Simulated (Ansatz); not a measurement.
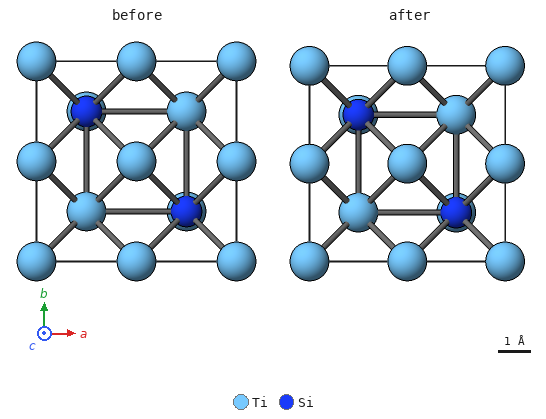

The structure of crystalline Ti$_{3}$Si (set up in Fm-3m) before (left) and after (right) a relaxation, at one scale.

Style: ball-and-stick. Shown: the conventional cell (4 times the calculation's cell), along the c axis. Lengths and directions refer to the drawn axes.

Case: 1 of 4 Ti sites taken by Si, cell and atoms relaxed.

Computed with DFT r2SCAN, scalar-relativistic, plane waves, PAW in Ansatz 0.2.0. (plane-wave cutoff 500 eV; k-point mesh 12 × 12 × 12; occupations gaussian; smearing width 0.1 eV; no spin polarisation; cell and atoms relaxed; force threshold 0.015 eV/Å; at most 60 steps)

Describe what moved and what it gained.

The atoms keep their places relative to the cell (all moves are under 0.005 Å). The drawn cell changes as follows: a = b = c 6.400 → 6.258 Å (−2.2 %); the volume changes by −6.5 %. Near-neighbour distances that change, for instance: Ti–Ti 3.200 → 3.129 Å, Si–Ti 3.200 → 3.129 Å, Ti–Ti 2.771 → 2.710 Å, Si–Ti 2.771 → 2.710 Å. The space group stays Fm-3m (No. 225). After 3 accepted moves (4 points after the start) the energy has fallen by 29.7 meV per atom. All forces vanish by symmetry, so only the cell relaxes. Pressure: −8.36 GPa at the start and −0.10 GPa at the end. At 1 point the geometry stayed and the basis and grid were re-selected for the new cell (energy shift of 0.4 meV per atom at most each time).
